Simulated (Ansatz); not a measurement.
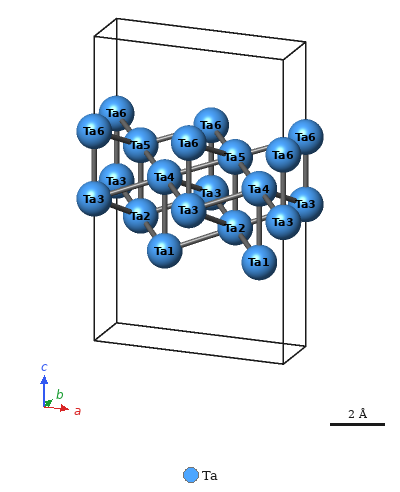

Figure 1. The input geometry (ball-and-stick view of the 2 × 1 repeat of the cell, with the vacuum cut short, seen slightly off an axis; atoms are numbered from 1 in the order of the input). An atom can appear more than once, as a periodic image. Near neighbours in the periodic cell (some may lie outside the picture): Ta has 4 Ta at 2.52 to 2.82 Å; Ta has 7 Ta at 2.52 to 2.82 Å.

## Run report: Ta, single-point calculation

Ta (slab, 6 atoms in the cell), computed with DFT LDA, scalar-relativistic, plane waves, PAW, PAW set soft_1, no spin polarisation (Ansatz 0.2.0).

The structure derives from an entry of the Crystallography Open Database. Figures and captions count atoms from 1; the log counts them from 0 in places.

### The input
```yaml
crystal:
  lattice:
    - [4.6002247505, 0.0, 0.0]
    - [-2.3001123753, 3.9839114971, 0.0]
    - [0.0, 0.0, 21.0017722287]
  atoms:
    - { symbol: Ta, position: [0.6666666667, 0.3333333333, 0.1904601172] }
    - { symbol: Ta, position: [0.3333333333, 0.6666666667, 0.2351714366] }
    - { symbol: Ta, position: [0.0, 0.0, 0.2798827559] }
    - { symbol: Ta, position: [0.6666666667, 0.3333333333, 0.3217918384] }
    - { symbol: Ta, position: [0.3333333333, 0.6666666667, 0.3611059484] }
    - { symbol: Ta, position: [0.0, 0.0, 0.4000506308] }
basis:
  ecutwfc: 420
kpoints:
  mp_grid: { grid: [6, 6, 1] }
hamiltonian:
  xc: lda
  pseudopotentials: { kind: paw, azcp: { folder: soft_1 } }
scf:
  occupations: { method: gaussian, width: 0.1 }
output:
  forces: true
  eigenvalues: true
efield:
  axis: 3
  dipole_correction: true
  ramp_width: 0.04
```

Machine: 1 thread of Intel Xeon @ 2.50GHz (Skylake/Cascade Lake), 189 GiB of memory available, shared host.

Launched with:
```bash
ansatz run input.yaml --threads 1 --pin off --max-ram 3072MiB --backend cpu --events-out ev --progress --plain --runs-dir out
```

### Log
```
Warning: [file] the record states the generating functional pbe (its physics header spells it `PBE`), which answers neither for hamiltonian.xc's functional nor for the lda family's — results may be inconsistent (PPs are generated against a specific XC)
Engine: ansatz 0.2.0, x86_64-unknown-linux-gnu
Pseudopotentials: kind: paw
Pseudopotential: Ta, paw, valence charge 13, recommended cutoff 420 eV (normal), [file]
Functional definition: SPW92
  exchange = slater_x
  correlation = pw_c
Crystal: 6 atoms, lattice volume = 384.897 Å³
Basis set: ecut = 420 eV, 7613 PW (Γ)
Bands: 47, of which v1, the nominal top of the filled ones, is band 39 counted from 1 (38 counted from 0)
Symmetry: 6 space group operations
Space group: P3m1 (ITA 156), of the structure as read, at distance tolerance 7.3e-5 Å
k-points: 7 of 36 (time reversal used)
Non-local potential: Ta, projectors of the file, l = 0: 3, l = 1: 2, l = 2: 2, l = 3: 1
PAW form: soft (Blöchl's): semilocal exchange-correlation on the pseudo side does not see the compensation charge
PAW frozen core: Ta, regenerated for the run's functional, and the local potential with it (the file was generated under x = pbe(κ = 0.804, μ = 0.2195149727645171), c = pbe(β = 0.06672455060314922))
PAW one-centre angular grid: Ta, 590 points (default); XC on 64 Gauss nodes
Initial density: superposition of atomic densities (neutral atoms: chi_scale 0, normalization atom)
Initial wavefunctions: pseudopotential atomic-orbital guess
Functional: x = slater, c = lda
SCF iter   1: F=—  HF=-58100.085964 eV  |F-HF|=—  |Δ(HF+E_count)|=         —  Δρ=4.09e-2  dr2=5.50e1  ethr=3.10e-3  p=-0.000 e·Å  D=-5.58e-7 V/Å  ΔV_dip=0.00 eV  dr2_dipole=1.30e0  V_vac-E_F(+/−)=7.64/7.64 eV  ⟨swp⟩=9.1  Hψ=1640  notcnv=0
efield: sawtooth ramp at fractional position 0.7753 (placed from the atoms, in the widest stretch of the axis that holds none; the zero of the levels goes with the place), width 0.0400; the density the first Hamiltonian is built on has a dipole p = -0.000 e·Å; the dipole correction subtracts the counter field D = -5.58e-7 V/Å, which shifts the + side's vacuum level by +0.00 eV against the − side's; the planar-averaged density in the ramp window peaks in size at 1.1e-6 e/Å³
preconditioner: auto → LDOS  [metal: Δε(μ)=0.053 eV  Ē_g=4.313 eV  σ=0.100 eV  W_gap=0.28  n_scr=66 (ndim 8)  ℏωp=10.4 eV  f_vac=0.604  D(μ)=4.85/eV (n_scr^D=10)  β→1.0]
SCF iter   2: F=—  HF=-58105.669861 eV  |F-HF|=—  |Δ(HF+E_count)|=    5.58e0  Δρ=7.30e-2  dr2=2.13e2  ethr=3.10e-3  p=0.166 e·Å  D=7.78e-2 V/Å  ΔV_dip=-1.63 eV  dr2_dipole=1.00e1  V_vac-E_F(+/−)=-0.05/1.58 eV  ⟨swp⟩=14.0  Hψ=2067  notcnv=0  defer=8  recentre
SCF iter   3: F=—  HF=-58094.307907 eV  |F-HF|=—  |Δ(HF+E_count)|=    1.14e1  Δρ=1.92e-2  dr2=1.30e1  ethr=3.10e-3  p=0.039 e·Å  D=1.83e-2 V/Å  ΔV_dip=-0.38 eV  dr2_dipole=1.89e-1  V_vac-E_F(+/−)=5.68/6.06 eV  ⟨swp⟩=7.0  Hψ=1355  notcnv=0  defer=13
SCF iter   4: F=—  HF=-58092.851479 eV  |F-HF|=—  |Δ(HF+E_count)|=    1.46e0  Δρ=5.75e-3  dr2=7.47e-1  ethr=3.10e-3  p=-0.149 e·Å  D=-6.99e-2 V/Å  ΔV_dip=1.47 eV  dr2_dipole=3.03e-1  V_vac-E_F(+/−)=5.25/3.79 eV  ⟨swp⟩=6.4  Hψ=783  notcnv=0  defer=16
SCF iter   5: F=—  HF=-58092.802560 eV  |F-HF|=—  |Δ(HF+E_count)|=   4.89e-2  Δρ=2.75e-3  dr2=1.99e-1  ethr=9.58e-4  p=-0.093 e·Å  D=-4.35e-2 V/Å  ΔV_dip=0.91 eV  dr2_dipole=7.45e-6  V_vac-E_F(+/−)=5.02/4.11 eV  ⟨swp⟩=3.0  Hψ=457  notcnv=0  defer=15
SCF iter   6: F=—  HF=-58092.779946 eV  |F-HF|=—  |Δ(HF+E_count)|=   2.26e-2  Δρ=6.58e-4  dr2=4.19e-3  ethr=2.55e-4  p=-0.047 e·Å  D=-2.23e-2 V/Å  ΔV_dip=0.47 eV  dr2_dipole=1.35e-3  V_vac-E_F(+/−)=4.20/3.74 eV  ⟨swp⟩=3.1  Hψ=496  notcnv=0  defer=15
SCF iter   7: F=—  HF=-58092.780374 eV  |F-HF|=—  |Δ(HF+E_count)|=   4.28e-4  Δρ=4.50e-4  dr2=3.44e-3  ethr=5.38e-6  p=-0.028 e·Å  D=-1.30e-2 V/Å  ΔV_dip=0.27 eV  dr2_dipole=3.65e-5  V_vac-E_F(+/−)=4.03/3.76 eV  ⟨swp⟩=3.6  Hψ=589  notcnv=0  defer=14
SCF iter   8: F=—  HF=-58092.780064 eV  |F-HF|=—  |Δ(HF+E_count)|=   3.10e-4  Δρ=9.43e-5  dr2=1.80e-4  ethr=4.41e-6  p=-0.022 e·Å  D=-1.05e-2 V/Å  ΔV_dip=0.22 eV  dr2_dipole=1.09e-5  V_vac-E_F(+/−)=3.95/3.73 eV  ⟨swp⟩=2.0  Hψ=414  notcnv=0  defer=14
SCF iter   9: F=—  HF=-58092.780077 eV  |F-HF|=—  |Δ(HF+E_count)|=   1.24e-5  Δρ=4.60e-5  dr2=6.02e-5  ethr=2.31e-7  p=-0.020 e·Å  D=-9.34e-3 V/Å  ΔV_dip=0.20 eV  dr2_dipole=2.06e-7  V_vac-E_F(+/−)=3.92/3.73 eV  ⟨swp⟩=2.7  Hψ=511  notcnv=0  defer=14
SCF iter  10: F=—  HF=-58092.780464 eV  |F-HF|=—  |Δ(HF+E_count)|=   3.87e-4  Δρ=1.13e-5  dr2=2.13e-6  ethr=7.71e-8  p=-0.020 e·Å  D=-9.41e-3 V/Å  ΔV_dip=0.20 eV  dr2_dipole=3.85e-7  V_vac-E_F(+/−)=3.93/3.73 eV  ⟨swp⟩=2.1  Hψ=396  notcnv=0  defer=14
SCF iter  11: F=—  HF=-58092.780465 eV  |F-HF|=—  |Δ(HF+E_count)|=   1.39e-6  Δρ=5.04e-6  dr2=1.99e-7  ethr=2.73e-9  p=-0.020 e·Å  D=-9.42e-3 V/Å  ΔV_dip=0.20 eV  dr2_dipole=2.23e-9  V_vac-E_F(+/−)=3.93/3.73 eV  ⟨swp⟩=2.1  Hψ=463  notcnv=0  defer=14
SCF iter  12: F=-58092.780465 eV  HF=-58092.780465 eV  |F-HF|=3.48e-8  |Δ(HF+E_count)|=   2.49e-7  Δρ=1.69e-6  dr2=2.36e-8  ethr=1.28e-10  p=-0.020 e·Å  D=-9.42e-3 V/Å  ΔV_dip=0.20 eV  dr2_dipole=8.90e-11  V_vac-E_F(+/−)=3.93/3.73 eV  ⟨swp⟩=20.9  Hψ=1938  notcnv=0
SCF 1 converged in 12 iterations: F = -58092.780465 eV  dr2 = 2.36e-8
  greatest PAW one-centre occupation: 0.999 electrons in one spin orbital (limit 2), on the Ta atom at site 3 (counted from 0), in its partial waves of l = 0
```

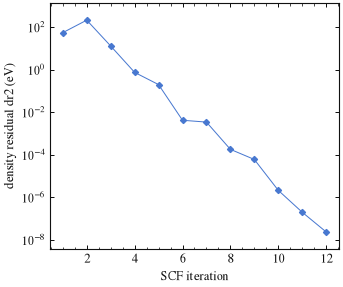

Figure 2. Convergence of the self-consistent field: density residual dr2 against the SCF iteration. The residual comes down, with one marked jump up, by a factor of about 4, at step 2.

```
SCF converged after 12 iterations
Free energy (F): -58092.780465 eV
Harris-Foulkes:  -58092.780465 eV  (|F-HF|=3.48e-8)
Internal energy: -58092.755215 eV  (E = F + TS)
E sigma→0 (E₀):  -58092.767840 eV
Entropy (-TS):   -0.025250 eV (-4.208 meV/atom)
Fermi energy:    2.480910 eV
Dipole field:    D = -0.009433 V/Å  (p = -0.020064 e·Å, saw-weighted, corrected)
Work function:   Φ+ = 3.9275 eV   Φ− = 3.7294 eV
Levels:          The Fermi level and band energies are counted from a zero that moves with the ramp; work functions are not
--- Per-component energies (eV) ---
  E_band       = -1891.505955
  E_kinetic    = 2367.311455
  E_local      = -61607.898568  (includes V_loc(G=0)·N_el)
  E_nonlocal   = -34.731503
  E_hartree    = 29713.295242
  E_xc         = -1906.713565
  E_vxc        = -1398.658393  (∫ρ·V_xc dr)
  E_paw        = -48345.475059  (= ΣΔE_a)
  E_vpaw       = -644.175970  (= ΣTr[D̂ρ^β])
  E_aug_tail   = 0.000610  (compensation charges beyond the density's cutoff)
  E_efield     = 0.000095  (sawtooth field / dipole correction)
  E_vefield    = 0.043791  (∫n·V_field dr)
  E_ewald      = 21719.902095
  E_core_change = 1.553983  (= ΣΔE_core)
  E_smearing   = -0.025250  (= −TS)
  E_closure    = -0.000000  (closes the sum)
  Σ components = -58092.780465   (vs F -58092.780465, Δ=0.00e0)
--- Forces (eV/Å), atoms counted from 1 ---
  atom   1  Ta    -0.00000000     0.00000000     2.12487035
  atom   2  Ta     0.00000000    -0.00000000    -0.21580783
  atom   3  Ta    -0.00000000     0.00000000    -1.98033932
  atom   4  Ta     0.00000000     0.00000000     0.01805882
  atom   5  Ta    -0.00000000     0.00000000    -0.00018883
  atom   6  Ta     0.00000000    -0.00000000     0.05328158
  max |Σ_I F_I| component: 1.25e-4 eV/Å
--- Band table (eV; the first three rows and the last of 7) ---
  k-point 0: bands = ["-65.2953", "-64.9930", "-64.7424", "-64.5819", "-64.4159", "-64.3526", "-32.0832", "-32.0004", "-31.7595", "-31.7595", "-31.6325", "-31.6325", "-31.5935", "-31.5935", "-31.3949", "-31.2246", "-31.2246", "-31.1636", "-30.7951", "-30.7409", "-30.7409", "-30.5860", "-30.5776", "-30.5776", "-4.7039", "-2.0673", "-1.1628", "-1.1628", "0.4721", "0.5764", "0.5764", "0.7929", "1.1290", "1.1290", "1.3583", "1.5669", "1.5669", "2.1661", "2.1661", "2.5211", "2.7030", "2.7585", "2.7585", "4.8145", "4.9459", "4.9459", "5.1308"]
  k-point 1: bands = ["-65.2948", "-64.9913", "-64.7380", "-64.5833", "-64.4190", "-64.3552", "-32.0968", "-32.0160", "-31.8312", "-31.7877", "-31.7061", "-31.6794", "-31.4978", "-31.4855", "-31.3927", "-31.2013", "-31.1879", "-31.1073", "-30.8265", "-30.7351", "-30.7213", "-30.6509", "-30.5782", "-30.5756", "-4.2996", "-1.9012", "-1.0180", "-0.9329", "-0.1237", "0.0351", "0.5355", "0.6214", "0.9976", "1.1842", "1.6117", "1.6853", "1.7645", "2.2718", "2.3781", "2.5967", "2.8594", "2.9628", "3.2473", "4.4794", "4.6783", "4.8098", "5.0080"]
  k-point 2: bands = ["-65.2937", "-64.9880", "-64.7283", "-64.5863", "-64.4256", "-64.3603", "-32.1289", "-32.0502", "-31.9406", "-31.7614", "-31.7418", "-31.6723", "-31.5296", "-31.4224", "-31.2770", "-31.1888", "-31.1040", "-31.0456", "-30.8982", "-30.7711", "-30.7261", "-30.6737", "-30.5800", "-30.5587", "-3.2203", "-1.5851", "-1.1504", "-0.5715", "-0.3722", "-0.2903", "0.5372", "0.6063", "0.7136", "1.1640", "1.4883", "1.6409", "1.6920", "2.2918", "2.3588", "2.9091", "3.1432", "3.2646", "3.5496", "4.0811", "4.2264", "4.7039", "4.9832"]
  k-point 6: bands = ["-65.2929", "-64.9857", "-64.7203", "-64.5885", "-64.4314", "-64.3640", "-32.1366", "-32.1154", "-31.8205", "-31.7784", "-31.7310", "-31.7204", "-31.5273", "-31.4586", "-31.4317", "-31.1077", "-31.1060", "-30.9356", "-30.8882", "-30.7365", "-30.7214", "-30.6866", "-30.6304", "-30.5311", "-1.7165", "-1.6430", "-1.5227", "-0.7520", "-0.5329", "-0.4835", "0.7690", "0.9062", "1.3115", "1.5269", "1.6285", "1.6367", "1.9541", "2.3174", "2.3630", "2.4739", "2.5218", "2.9299", "3.7441", "3.8705", "3.9039", "4.0438", "4.5090"]
```

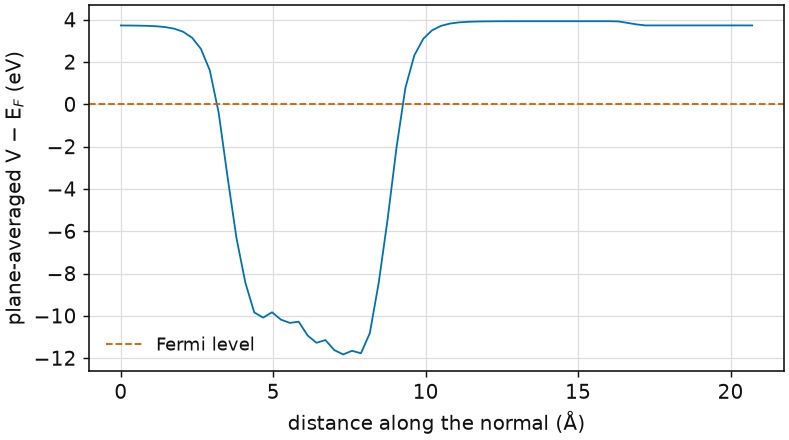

Figure 3. Plane average of the electrostatic potential energy of an electron across the cell, from the Fermi level. The vacuum level lies 3.93 eV above the Fermi level on the upper side and 3.73 eV on the lower.

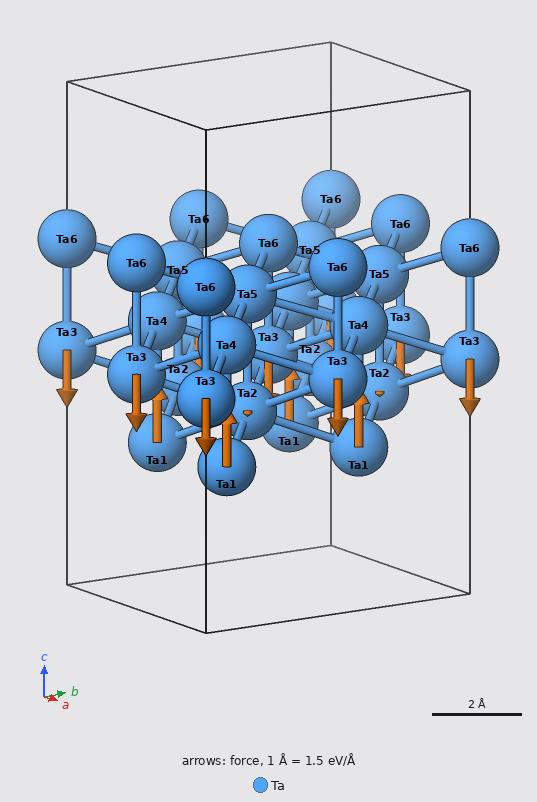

Figure 4. Forces on the atoms as orange arrows (ball-and-stick view of the 2 × 2 repeat of the cell, with the vacuum cut short, seen slightly off an axis; atoms are numbered from 1 in the order of the input); the smallest are left out. The largest act on Ta1 (2.12 eV/Å); Ta3 (1.98 eV/Å). The geometry is not a stationary point of this energy.

### Summary

| quantity | value |
| --- | --- |
| outcome | converged |
| electrons treated | 78 |
| free energy | −58092.7805 eV |
| work function, top face | 3.93 eV |
| work function, bottom face | 3.73 eV |
| Fermi energy | 2.481 eV |
| gap on the k-point mesh | none (metallic) |
| work function (upper face) | 3.93 eV |
| largest force (length of the vector) | 2.125 eV/Å |
| wall time | 25 s |
| peak memory | 0.48 GiB |

### Remarks

Notes on the run: the PAW datasets were made with another functional. Spin–orbit coupling is left out, which matters for Ta.
